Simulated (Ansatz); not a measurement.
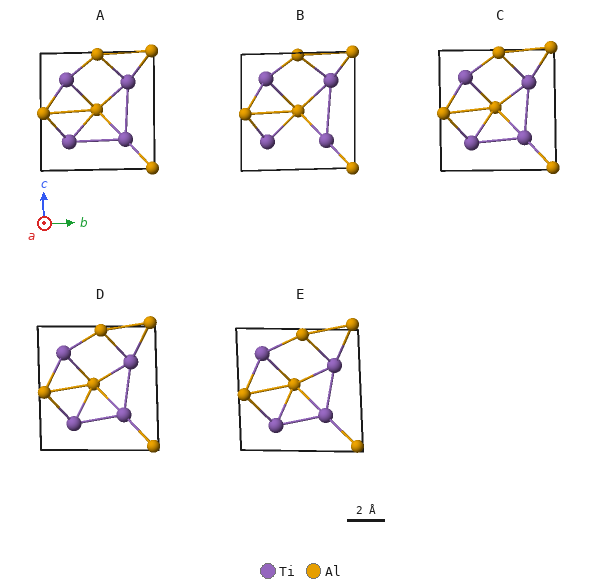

5 geometries from one relaxation of solid TiAl (set up in P1) (coarse preliminary run), in shuffled order. Style: ball-and-stick. Shown: the cell of the calculation, along the a axis.

These are results of Ansatz 0.2.0, DFT PBE, scalar-relativistic, plane waves, PAW, not measurements. Settings: plane-wave cutoff 420 eV; k-point mesh 6 × 4 × 4; occupations gaussian; smearing width 0.2 eV; no spin polarisation; cell and atoms relaxed; force threshold 0.025 eV/Å; at most 60 steps.

### Order the frames from highest to lowest energy.

B, A, C, D, E. They are steps 0, 1, 2, 3, 9, at +2.272 eV per cell of the calculation, +0.997 eV per cell of the calculation, +0.475 eV per cell of the calculation, +0.143 eV per cell of the calculation relative to the last. After 7 accepted moves (9 points after the start) the energy has fallen by 2.272 eV per cell of the calculation. Largest force component: 1.8 eV/Å at the start, 0.0052 eV/Å at the end. Pressure: 6.16 GPa at the start and −0.03 GPa at the end. At 2 points the geometry stayed and the basis and grid were re-selected for the new cell (energy shift of 9.0 meV per cell of the calculation at most each time). A Ti atom moves most relative to the cell: 0.53 Å along [−1 2 −1]. By element the largest moves are Ti 0.53 Å, Al 0.47 Å. The drawn cell changes as follows: a 3.181 → 2.862 Å (−10.0 %), b 6.277 → 6.742 Å (+7.4 %), c 6.438 → 6.743 Å (+4.7 %), α 88.5° → 93.2°, β 89.7° → 90.0°, γ 89.0° → 90.0°; the volume changes by +1.1 %. Near-neighbour distances that change, for instance: Ti–Ti 3.013 → 4.047 Å, Ti–Ti 3.137 → 4.047 Å, Ti–Ti 3.342 → 2.804 Å, Ti–Ti 3.268 → 2.804 Å. The space group (tolerance 0.01 Å) goes from P1 (No. 1) to Pmma (No. 51).
